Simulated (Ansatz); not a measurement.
# Band-structure calculation of P

- system: P (1 atom in the cell)
- method: DFT PBE, scalar-relativistic, plane waves, PAW, no spin polarisation (Ansatz 0.2.0)

The structure was made by a generator, so it may or may not be a known phase. Figures and captions count atoms from 1; the log counts them from 0 in places.

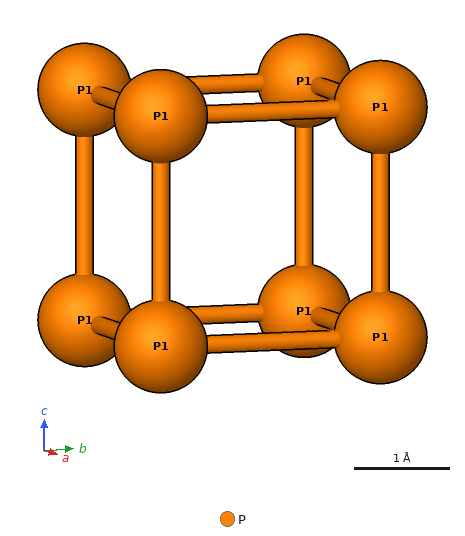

The input geometry (ball-and-stick view of the cell of the calculation, seen slightly off an axis; atoms are numbered from 1 in the order of the input). An atom can appear more than once, as a periodic image. Near neighbours in the periodic cell (some may lie outside the picture): P has 6 P at 2.44 to 2.45 Å.

Results in brief

```csv
quantity,value
outcome,converged
space group (tolerance 0.01 Å),Pm-3m (221)
electrons treated,5
free energy,−755.5834 eV
Fermi energy,10.952 eV
gap on the k-point mesh,none (metallic)
pressure,0.01 GPa
largest force (length of the vector),under 0.001 eV/Å
hardware,"1 thread of Intel Xeon @ 2.50GHz (Skylake/Cascade Lake), 189 GiB of memory available, shared host"
wall time,54 s
peak memory,0.44 GiB
```

Input file
```yaml
crystal:
  lattice:
    - [2.4473021107, 0.0, 0.0]
    - [0.0, 2.4473021107, 0.0]
    - [0.0, 0.0, 2.4396609781]
  atoms:
    - { symbol: P, position: [0.0, 0.0, 0.0] }
basis:
  ecutwfc: 420
kpoints:
  mp_grid: { grid: [22, 22, 24] }
  band_path:
    path:
      - [[0.0, 0.0, 0.0], [0.0, 0.5, 0.0], [0.5, 0.5, 0.0], [0.0, 0.0, 0.0], [0.0, 0.0, 0.5], [0.0, 0.5, 0.5], [0.5, 0.5, 0.5], [0.0, 0.0, 0.5]]
      - [[0.0, 0.5, 0.0], [0.0, 0.5, 0.5]]
      - [[0.5, 0.5, 0.0], [0.5, 0.5, 0.5]]
    npoints: 14
hamiltonian:
  xc: pbe
scf:
  occupations: { method: gaussian, width: 0.1 }
  n_extra_bands: 6
output:
  forces: true
  stress: true
  eigenvalues: true
  populations: true
  dos: { projected: true, de: 0.02, nscf_kmesh: { grid: [27, 27, 29] } }
  bader: true
  write_density: true
  write_potential: true
  elf: true
  volumetric_format: npy
```

Run as:
```bash
ansatz run input.yaml --threads 1 --pin off --max-ram 2560MiB --backend cpu --events-out ev --progress --plain --runs-dir out
```

The program's output
```
scf.n_extra_bands = 6 over 3 filled bands (N_el = 5.0): the run solves 9 bands
Engine: ansatz 0.2.0, x86_64-unknown-linux-gnu
Pseudopotentials: kind: paw
Pseudopotential: P, paw, valence charge 5, recommended cutoff 420 eV (normal), P.paw.azcp
Functional definition: PBE
  parameter kappa = 0.804
  parameter beta = 0.06672455060314922
  exchange = pbe_x(kappa = kappa, mu = beta*pi^2/3)
  correlation = pbe_c(beta = beta)
Crystal: 1 atoms, lattice volume = 14.612 Å³
Basis set: ecut = 420 eV, 257 PW (Γ), exchange–correlation on 36×36×36 points (8 copies of the dense FFT grid, shifted against one another)
Bands: 9, of which v1, the nominal top of the filled ones, is band 3 counted from 1 (2 counted from 0)
Symmetry: 16 space group operations
Space group: P4/mmm (ITA 123), of the structure as read, at distance tolerance 2.4e-5 Å
k-points: 1014 of 11616
Non-local potential: P, projectors of the file, l = 0: 2, l = 1: 2, l = 2: 2
PAW form: soft (Blöchl's): semilocal exchange-correlation on the pseudo side does not see the compensation charge
PAW one-centre angular grid: P, 110 points (default); XC on 64 Gauss nodes
Initial density: superposition of atomic densities (neutral atoms: chi_scale 0, normalization atom), corrected by the library's trained network
Initial wavefunctions: pseudopotential atomic-orbital guess
Functional: x = pbe(κ = 0.804, μ = 0.2195149727645171), c = pbe(β = 0.06672455060314922)
SCF iter   1: F=—  HF=-755.583318 eV  |F-HF|=—  |Δ(HF+E_count)|=         —  Δρ=2.13e-3  dr2=4.65e-4  ethr=1.77e-3  ⟨swp⟩=6.3  Hψ=76215  notcnv=0  defer=306
preconditioner: auto → none  [metal: Δε(μ)=0.014 eV  Ē_g=19.083 eV  σ=0.100 eV  W_gap=0.08  n_scr=0 (ndim 8)  ℏωp=21.7 eV  f_vac=0.000  D(μ)=0.34/eV (n_scr^D=0)]
SCF iter   2: F=—  HF=-755.583339 eV  |F-HF|=—  |Δ(HF+E_count)|=   2.07e-5  Δρ=9.82e-4  dr2=7.00e-5  ethr=9.29e-6  ⟨swp⟩=1.8  Hψ=18393  notcnv=0  defer=370
SCF iter   3: F=—  HF=-755.583360 eV  |F-HF|=—  |Δ(HF+E_count)|=   2.17e-5  Δρ=1.85e-4  dr2=3.05e-6  ethr=1.40e-6  ⟨swp⟩=1.1  Hψ=7420  notcnv=0  defer=370
iter 4 did not close the SCF: its close was put off for the readings that it lacked (scf_convergence_deferred on its scf_iter line)
SCF iter   4: F=-755.583361 eV  HF=-755.583361 eV  |F-HF|=1.54e-8  |Δ(HF+E_count)|=   8.90e-7  Δρ=1.78e-5  dr2=4.86e-8  ethr=6.09e-8  ⟨swp⟩=1.3  Hψ=7751  notcnv=0  defer=370
iter 5 did not close the SCF: its close was put off for the readings that it lacked (scf_convergence_deferred on its scf_iter line)
SCF iter   5: F=-755.583361 eV  HF=-755.583361 eV  |F-HF|=1.49e-10  |Δ(HF+E_count)|=   1.14e-8  Δρ=2.82e-6  dr2=1.07e-9  ethr=9.72e-10  ⟨swp⟩=2.2  Hψ=9808  notcnv=0  defer=370
SCF iter   6: F=-755.583361 eV  HF=-755.583361 eV  |F-HF|=4.43e-12  |Δ(HF+E_count)|=  2.90e-11  Δρ=2.15e-7  dr2=6.57e-12  ethr=2.13e-11  ⟨swp⟩=8.4  Hψ=56227  notcnv=0
SCF 1 converged in 6 iterations: F = -755.583361 eV  dr2 = 6.57e-12
  greatest PAW one-centre occupation: 0.801 electrons in one spin orbital (limit 2), on the P atom at site 0 (counted from 0), in its partial waves of l = 0
```

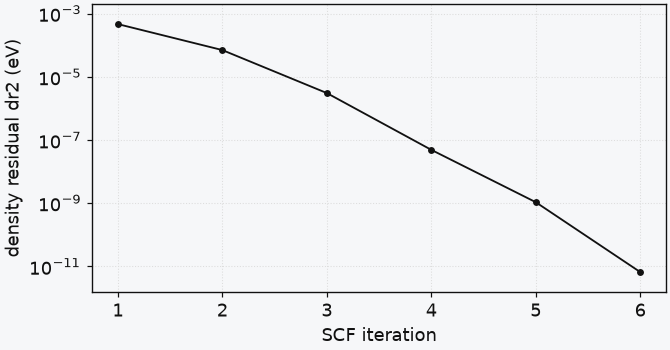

Convergence of the self-consistent field: density residual dr2 against the SCF iteration. The residual falls at every step.

```
NSCF: frozen V_eff on 129 k-points
NSCF: frozen V_eff on 1575 k-points
SCF converged after 6 iterations
Free energy (F): -755.583361 eV
Harris-Foulkes:  -755.583361 eV  (|F-HF|=4.43e-12)
Internal energy: -755.581682 eV  (E = F + TS)
E sigma→0 (E₀):  -755.582521 eV
Entropy (-TS):   -0.001679 eV (-1.679 meV/atom)
Fermi energy:    10.951610 eV
--- Per-component energies (eV) ---
  E_band       = 21.211317
  E_kinetic    = 71.401358
  E_local      = -25.748434  (includes V_loc(G=0)·N_el)
  E_nonlocal   = 33.250445
  E_hartree    = 5.705733
  E_xc         = -62.101017
  E_vxc        = -61.684071  (∫ρ·V_xc dr)
  E_paw        = -569.193654  (= ΣΔE_a)
  E_vpaw       = -7.419460  (= ΣTr[D̂ρ^β])
  E_aug_tail   = 0.000003  (compensation charges beyond the density's cutoff)
  E_ewald      = -208.896116
  E_smearing   = -0.001679  (= −TS)
  E_closure    = -0.000000  (closes the sum)
  Σ components = -755.583361   (vs F -755.583361, Δ=0.00e0)
--- Forces (eV/Å), atoms counted from 1 ---
  atom   1  P     -0.00000000     0.00000000     0.00000000
  max |Σ_I F_I| component: 9.86e-32 eV/Å
--- Stress (GPa, compression-positive) ---
       -0.002387       0.000000       0.000000
        0.000000      -0.002387       0.000000
        0.000000       0.000000       0.031110
  P = ⅓ Tr σ = 0.0088 GPa (0.088 kbar)
--- Band table (eV; the first three rows and the last of 1014) ---
  k-point 0: bands = ["-5.4990", "15.9224", "15.9224", "16.0522", "17.6792", "17.7130", "25.2010", "34.4144", "34.4951"]
  k-point 1: bands = ["-5.4593", "15.1364", "15.9537", "15.9537", "17.7106", "18.5747", "25.3400", "34.2265", "34.2265"]
  k-point 2: bands = ["-5.3403", "13.6928", "16.0472", "16.0472", "17.8039", "19.8386", "25.7692", "33.5118", "33.5118"]
  k-point 1013: bands = ["8.7405", "8.8080", "8.8080", "9.2662", "15.6075", "15.6075", "15.6540", "21.9512", "40.7912"]
--- Löwdin populations: 1 site ---
  site symbol       q [e]
     0      P      4.9182
  spilling = 0.016355 (of n_electrons = 5.000000)
--- Bader charges: 1 site ---
  site symbol  charge [e]  shift [e]
     0      P      0.0000     0.0000
  estimated error of the sums over rays = 6.4e-7 e
```

File populations.tsv
```
# site	symbol	l	j	q
# orbitals = lowdin
# n_electrons = 5.000000
# spilling = 0.016355
0	P	0_3S	-	1.604416
0	P	1_3P	-	3.313806
```

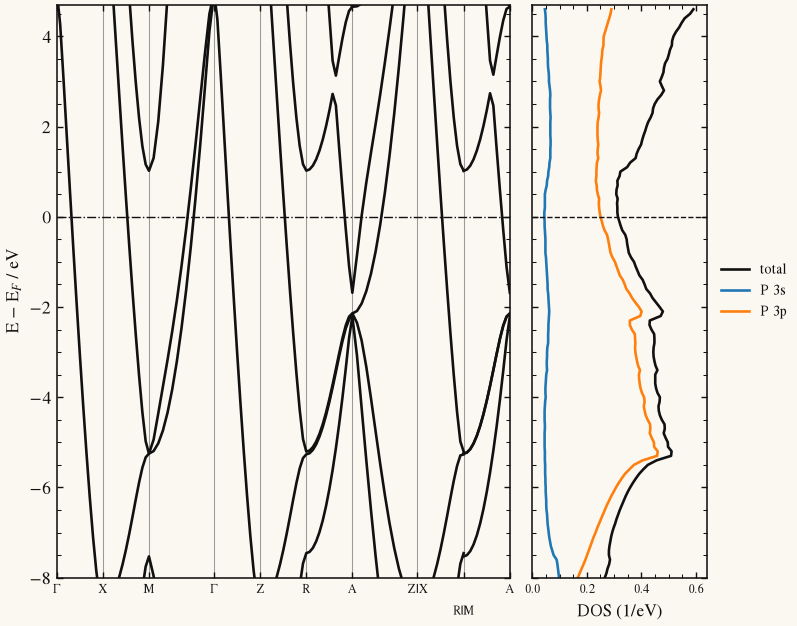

Band structure along Γ–X–M–Γ–Z–R–A–Z|X–R|M–A and density of states (projected on Löwdin-orthogonalised atomic shells), with energies from the Fermi level. Bands cross the Fermi level: a metal at this level of theory.

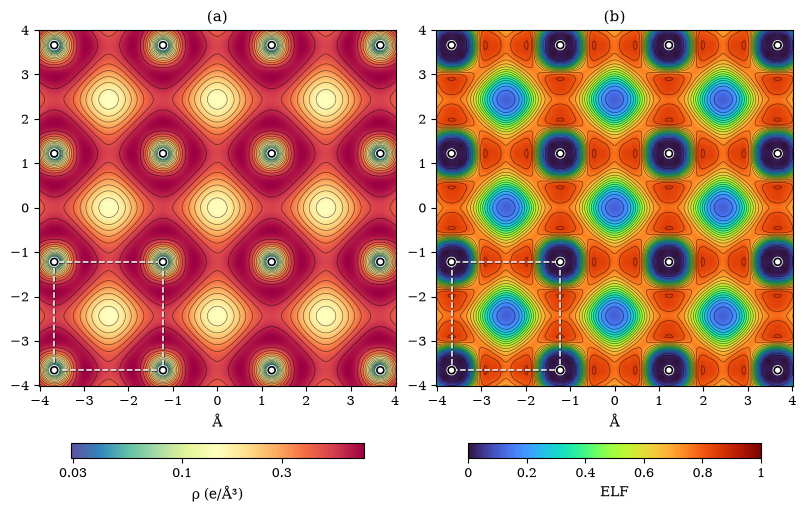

(a) valence pseudo-density; (b) electron localisation function on the (100) plane of the conventional cell. Circles mark the nuclei in the plane (P). Away from the nuclei the density in this plane falls to 0.14 e/Å³ at its lowest. The fields are those of the smooth PAW valence density.

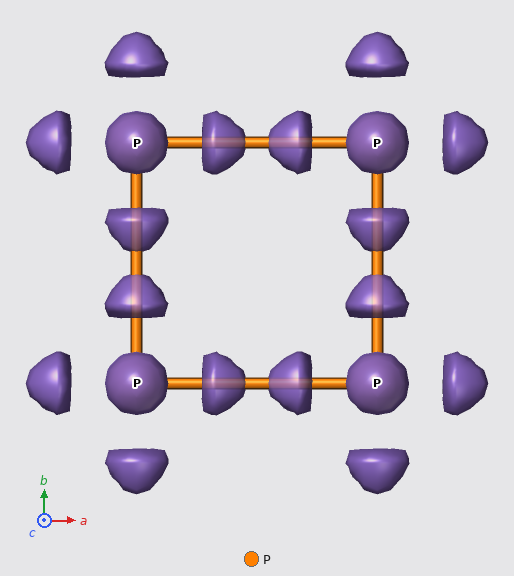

Isosurface of the electron localisation function at 0.8 (purple), seen along the c axis. Core shells and regions of very low density are left out. Sticks mark near contacts. The outline is the cell set on symmetry axes. Values along the shortest contacts: P–P (2.44 Å): the ELF peaks at about 0.85 between the atoms, as expected for localised, shared-pair bonding.
